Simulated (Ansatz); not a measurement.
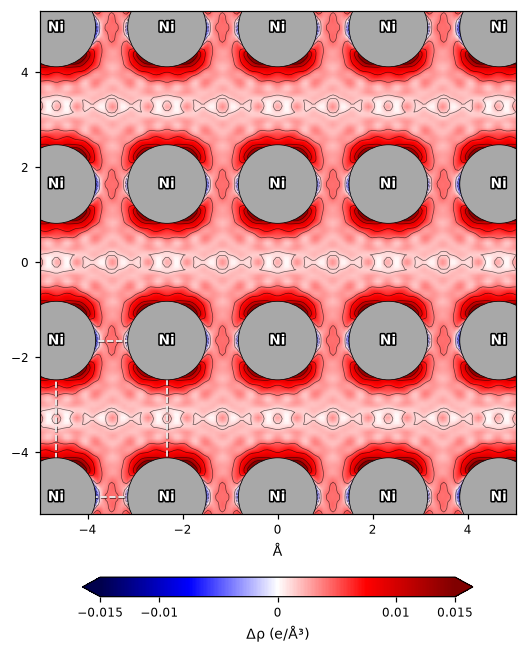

Ni. Difference of the valence pseudo-densities of two functionals at the same geometry, on the (110) plane of the calculation cell: PBEsol less r2SCAN.

Both computed with Ansatz (plane waves, PAW), on the same k-point mesh. Grey discs cover the atomic cores.

What does the difference map show?

Answer. Against r2SCAN, PBEsol gives more density around Ni (+0.006 e/Å³ on average at 1.0 Å from the nucleus) and a change of +0.004 e/Å³ at the midpoint of Ni–Ni.
